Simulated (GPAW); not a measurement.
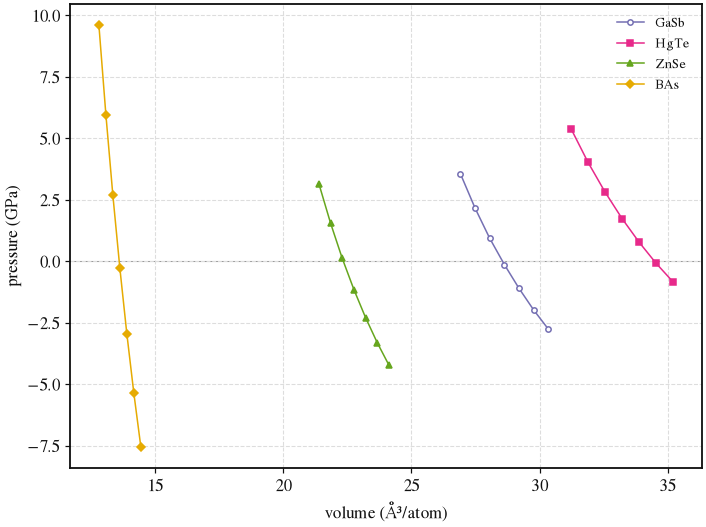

Pressure against volume, with one curve for each compound, for BAs, GaSb, HgTe and ZnSe (all in space group F-43m (No. 216)).

Settings that differ: GaSb: wave cutoff 600 eV, k mesh 8×8×8; HgTe: wave cutoff 600 eV, k mesh 7×7×7; ZnSe: wave cutoff 600 eV, k mesh 8×8×8; BAs: wave cutoff 800 eV, k mesh 10×10×10.

The fitted equilibrium volumes, smallest first, are BAs 13.610, ZnSe 22.349, GaSb 28.559, HgTe 34.498 Å³/atom. The fitted bulk moduli, smallest first, are HgTe 42.1, GaSb 52.0, ZnSe 65.4, BAs 141.3 GPa. For GaSb, the pressure falls from 3.57 GPa at volume 26.91 Å³/atom to −2.76 GPa at 30.34 Å³/atom, and changes sign near 28.55 Å³/atom. For HgTe, the pressure falls from 5.40 GPa at volume 31.22 Å³/atom to −0.84 GPa at 35.21 Å³/atom, and changes sign near 34.48 Å³/atom. For ZnSe, the pressure falls from 3.15 GPa at volume 21.39 Å³/atom to −4.22 GPa at 24.12 Å³/atom, and changes sign near 22.34 Å³/atom.

Calculation (GPAW 26.7.0): PAW DFT in plane waves, on a grid or in atomic orbitals, no spin polarisation; energies at scaled volumes of the given cell, shape and fractions fixed, counted from the fit's minimum, third-order Birch-Murnaghan fit. Level: PBEsol.

- occupations: Fermi–Dirac
- smearing width: 0.05 eV
- potentials: PAW data sets made by gpaw setup for the functional

Caveats: spin-orbit coupling left out, heavy elements (HgTe).

Input of one of the runs behind the figure:
```
from ase import Atoms
from ase.eos import EquationOfState
from ase.io import Trajectory
from ase.units import GPa
from gpaw import GPAW, PW, setup_paths

setup_paths.insert(0, '.')

atoms = Atoms(['Se', 'Zn'],
              cell=[[0.0, 2.8338, 2.8338],
                    [2.8338, 0.0, 2.8338],
                    [2.8338, 2.8338, 0.0]],
              scaled_positions=[[0.75, 0.75, 0.75],
                                [0.0, 0.0, 0.0]],
              pbc=True)

traj = Trajectory('eos.traj', 'w')
volumes, energies = [], []
for x in [0.94, 0.96, 0.98, 1.0, 1.02, 1.04, 1.06]:
    a = atoms.copy()
    a.set_cell(atoms.cell * x**(1 / 3), scale_atoms=True)
    calc = GPAW(mode=PW(600),
                xc='PBEsol',
                kpts={'size': (8, 8, 8), 'gamma': True},
                occupations={'name': 'fermi-dirac', 'width': 0.05},
                nbands=18,
                convergence={'density': 1e-05, 'energy': 1e-05},
                maxiter=150,
                txt=f'eos-{x:.2f}.txt')
    a.calc = calc
    energies.append(a.get_potential_energy(force_consistent=True))
    volumes.append(a.get_volume())
    p = -a.get_stress()[:3].mean() / GPa
    calc.write(f'eos-{x:.2f}.gpw')
    traj.write(a)
    print(f'{x:.2f} {volumes[-1]:10.4f} A^3 {energies[-1]:14.6f} eV {p:9.3f} GPa', flush=True)

v0, e0, B = EquationOfState(volumes, energies, eos='birchmurnaghan').fit()
print(f'V0 = {v0:.4f} A^3, E0 = {e0:.6f} eV, B0 = {B / GPa:.2f} GPa')
```

Launched with:
```bash
gpaw-setup -f PBEsol Se Zn
OMP_NUM_THREADS=1 python run.py
```
